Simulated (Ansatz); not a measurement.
**Ti: density, localisation and related maps**

The calculation's input:

```
crystal:
  lattice:
    - [2.9499978604, -0.0294999786, -0.0294999786]
    - [-1.5005466611, 2.5695230775, -0.0107977416]
    - [-0.04686, -0.04686, 4.686]
  atoms:
    - { symbol: Ti, position: [0.3333333333, 0.6666666667, 0.25] }
    - { symbol: Ti, position: [0.6666666667, 0.3333333333, 0.75] }
kpoints:
  mp_grid: { grid: [13, 13, 7] }
scf:
  occupations: { method: fermi_dirac, width: 0.08 }
hamiltonian:
  xc: pbe
  pseudopotentials: { kind: paw }
output:
  forces: true
  stress: true
  eigenvalues: true
  efg: { contact_densities: true }
  write_density: true
  write_potential: true
  elf: true
  volumetric_format: npy
```

Command:

```sh
ansatz run input.yaml --threads 1 --pin off --max-ram 2048MiB --backend cpu --events-out ev --progress --plain --runs-dir out
```

Below, planes, directions and counts refer to the conventional cell (a = 2.92 Å, b = 2.95 Å, c = 4.69 Å, α = 88.86°, β = 88.43°, γ = 60.86°).

Space group P-1; changed on purpose from its base cell (equal xy, yz and zx shear strains of -2 %, PAW files); computed without spin polarisation.

Theory: Ansatz, DFT, PBE, PAW with Ansatz's default frozen-core files, scalar-relativistic.

In a PAW calculation such maps are meaningful between the atoms, not at the nuclei.

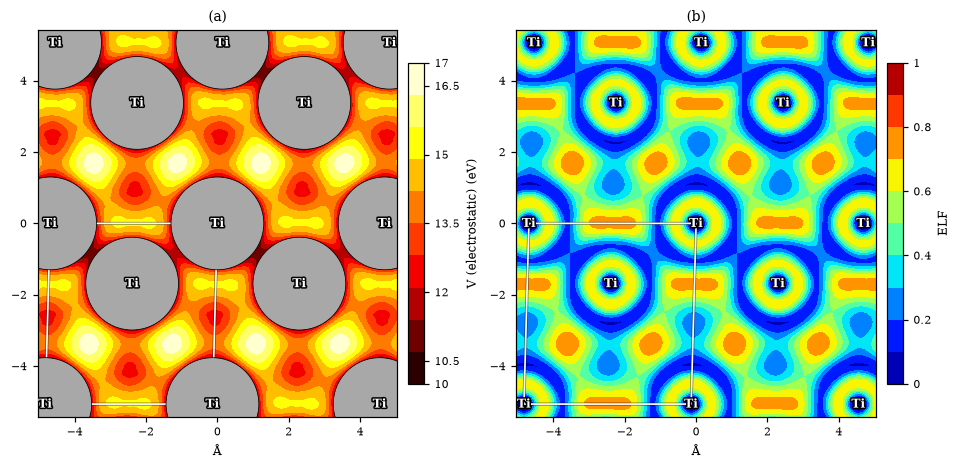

Figure 1. (a) electrostatic potential energy of an electron; (b) electron localisation function on the (11̄0) plane of the conventional cell. Grey discs cover the atomic cores in the potential map.

Describe what can be read from this map.

Answer.
- The plane passes through Ti nuclei.
- Ti–Ti (2.85 Å): the ELF is about 0.20 at the midpoint; no localised pair shows between them.
- Ti–Ti (2.93 Å): the ELF is about 0.25 at the midpoint: no shared electron pair shows on this line.
- The ELF has a maximum of about 0.75 in the space between the atoms, 2.0 Å from six Ti atoms, on no atom or two-centre bond.
- The features right at Ti lie inside the PAW spheres, where the map follows smoothed inner orbitals and isn't to be read closely.
- Outside the cores the potential energy rises away from the atoms and is highest about 2.0 Å from the nearest atoms; its zero is arbitrary.

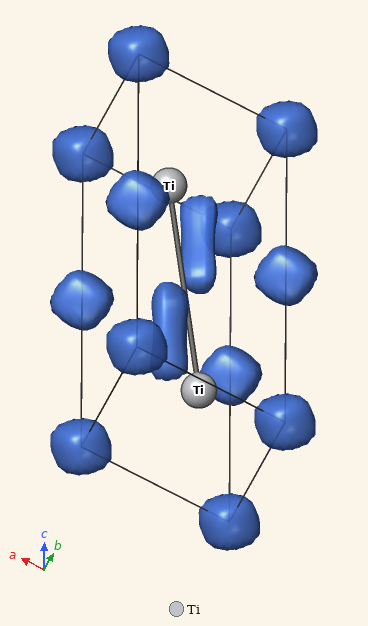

Figure 2. Isosurface of the ELF at 0.65 (blue), seen at an oblique angle. Only the valence region is drawn (cores and ρ < 0.01 e/Å³ removed). Sticks mark near contacts.

Describe the localisation domains.

Answer. At this value the surface marks out four pockets between the atoms, centred on no nucleus (multi-centre or interstitial), counted in one cell of 2 atoms. Any copies at cell faces, edges or corners count once. There are no localised bonds or lone pairs at this value.


 Ti–Ti (2.90 Å): the ELF is about 0.20 at the midpoint; no shared electron pair shows on this line.

Does the calculation make it a metal, or give it a gap?

Answer. It is metallic or semimetallic at this level of theory: no gap opens.
